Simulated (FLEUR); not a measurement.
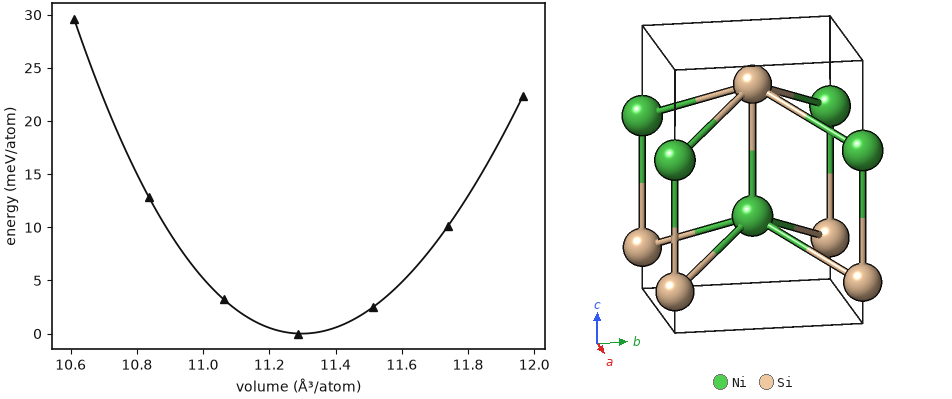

Plotted: energy against volume for SiNi, space group Pmmn (No. 59). The conventional cell is drawn beside the plot.

Cell as given: a = 2.943 Å, b = 3.280 Å, c = 4.677 Å, α = 90.00°, β = 90.00°, γ = 90.00°; 4 atoms.

Calculation (FLEUR MaX-R8.1 (later development tree)): all-electron LAPW DFT, collinear spins; energies at scaled volumes of the given cell, shape and fractions fixed, counted from the fit's minimum, third-order Birch-Murnaghan fit. Level: PBEsol, collinear spin.

- k mesh: 9×8×6
- occupations: Fermi–Dirac
- smearing width: 0.05 eV
- potentials: all electron
- program settings: basis FLAPW, kmax 5.27 1/bohr

**What equilibrium volume and bulk modulus follow from the curve?**

A third-order Birch–Murnaghan fit gives V0 = 11.30 Å³/atom, B0 = 202 GPa and B′ = 4.6.

Note: shape and atomic fractions are frozen while scaling, which makes layered, chain and framework solids too stiff.
